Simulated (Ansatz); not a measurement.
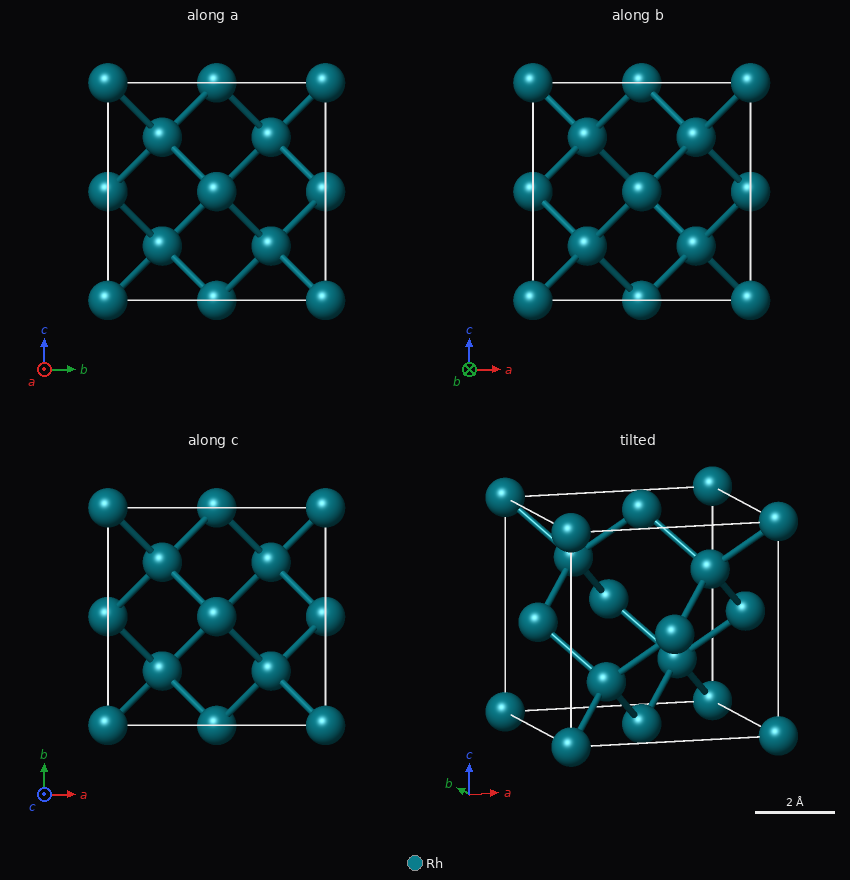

Crystal structure, ball-and-stick style, seen along the a axis, along the b axis, along the c axis and slightly off an axis. One conventional unit cell is framed, with atoms on its boundary repeated.

Lattice parameters: a = 5.5172 Å, b = 5.5172 Å, c = 5.5172 Å, α = 90.000°, β = 90.000°, γ = 90.000°.

**Express the structure as a CIF in P1 with every atom of the cell.**

```cif
data_structure
_symmetry_space_group_name_H-M 'P 1'
_symmetry_Int_Tables_number 1
_cell_length_a 5.5172
_cell_length_b 5.5172
_cell_length_c 5.5172
_cell_angle_alpha 90.000
_cell_angle_beta 90.000
_cell_angle_gamma 90.000
_cell_volume 167.94
loop_
_atom_site_label
_atom_site_type_symbol
_atom_site_fract_x
_atom_site_fract_y
_atom_site_fract_z
_atom_site_occupancy
Rh1 Rh 0.7500 0.7500 0.2500 1
Rh2 Rh 0.0000 0.5000 0.5000 1
Rh3 Rh 0.7500 0.2500 0.7500 1
Rh4 Rh 0.0000 0.0000 0.0000 1
Rh5 Rh 0.2500 0.7500 0.7500 1
Rh6 Rh 0.5000 0.5000 0.0000 1
Rh7 Rh 0.2500 0.2500 0.2500 1
Rh8 Rh 0.5000 0.0000 0.5000 1
```

The initial geometry was a structure type filled with this element by a generator (whether the element takes this form wasn't checked). A relaxation with DFT, PBE, plane waves (420 eV) with PAW, scalar-relativistic in Ansatz gave the geometry drawn.
